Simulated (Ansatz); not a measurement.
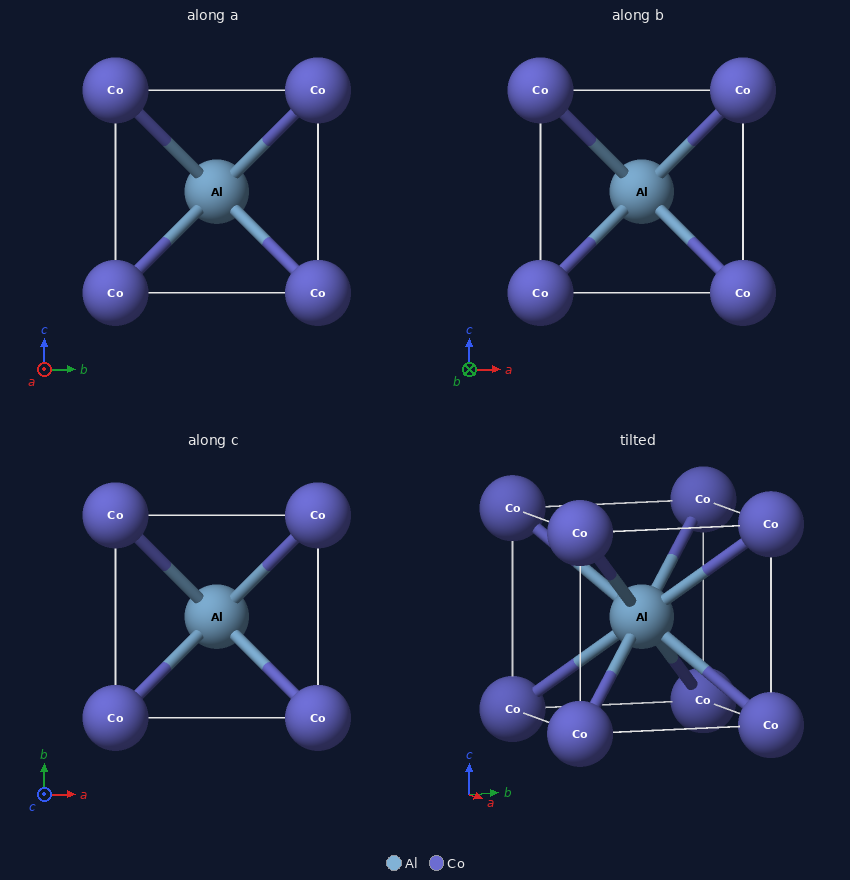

View along the a axis, along the b axis, along the c axis and slightly off an axis, drawn as a ball-and-stick model. The conventional unit cell is outlined; an atom on or near a face, edge or corner is repeated at each equivalent position.

Lattice parameters: a = 2.854 Å, b = 2.854 Å, c = 2.854 Å, α = 90.00°, β = 90.00°, γ = 90.00°. Put a along x and b in the xy plane.

Put the structure into a POSCAR file.

Answer.
```
Al Co
1.0
     2.854    0.000    0.000
     0.000    2.854    0.000
     0.000    0.000    2.854
Al Co
1 1
Direct
  0.5000 0.5000 0.5000
  0.0000 0.0000 0.0000
```

The structure comes from a structure type filled with these elements by a generator (whether the compound takes this form wasn't checked). Earlier steps of the study may have refined or changed the cell and positions. A calculation with Ansatz used it as input.
